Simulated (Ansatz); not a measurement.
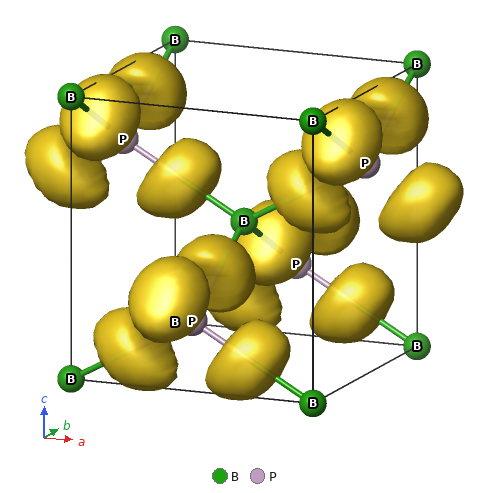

Figure. BP. Isosurface of the electron localisation function at 0.8 (yellow), seen slightly off an axis. Core shells and regions of very low density are left out. Sticks mark near contacts.

Space group I-4m2.

Level of theory: DFT PBE, scalar-relativistic, plane waves, PAW (Ansatz).

Q: Identify the bonds, lone pairs and shells in this picture.

A: The surface consists of eight regions between bonded B–P atoms, counted in one cell of 4 atoms. Regions shared between cells count once.

Values along the shortest contacts:
B–P (1.99 Å): the ELF peaks at about 0.95 between the atoms.

Q: Does the calculation make it a metal, or give it a gap?

A: It is metallic or semimetallic at this level of theory: no gap opens.
